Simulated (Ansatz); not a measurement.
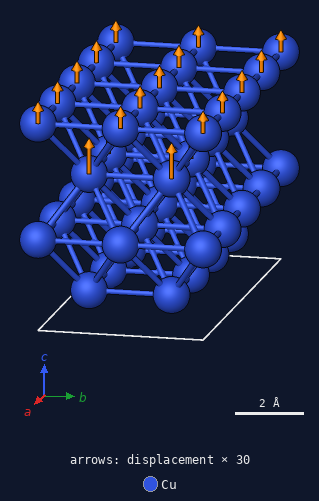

This is a constrained relaxation of a slab of composition Cu (cut from the Fm-3m phase). The starting structure is drawn; orange arrows show the displacements, magnified 30 times.

The picture is a ball-and-stick view of the 2 × 1 repeat of the cell, outlined in the plane, without the vacuum, seen slightly off an axis.

Case: clean slab, lower planes held. The slab is the (1 0 0) face of Cu. 8 atoms are held fixed.

Computed with Ansatz, DFT PBE+D3(BJ), scalar-relativistic, plane waves, PAW. (plane-wave cutoff 420 eV; k-point mesh 4 × 4 × 1; occupations gaussian; smearing width 0.1 eV; no spin polarisation; dipole correction; atoms relaxed in a fixed cell; force threshold 0.03 eV/Å; at most 70 steps)

Describe the change and its energy.

Answer. The largest moves, 0.038 Å, are those of Cu atoms. The cell stays as it was. Some distances before and after: Cu–Cu 2.520 → 2.546 Å, Cu–Cu 2.520 → 2.510 Å. Over 2 accepted moves (3 points after the start) the energy falls by 14.2 meV per cell of the calculation. Largest force component: 0.22 eV/Å at the start, 0.0021 eV/Å at the end. 1 step only repeated the SCF at the same geometry. The run took 68 s on 4 threads of Arm Neoverse V2 (shared host), peak memory 1.9 GiB.
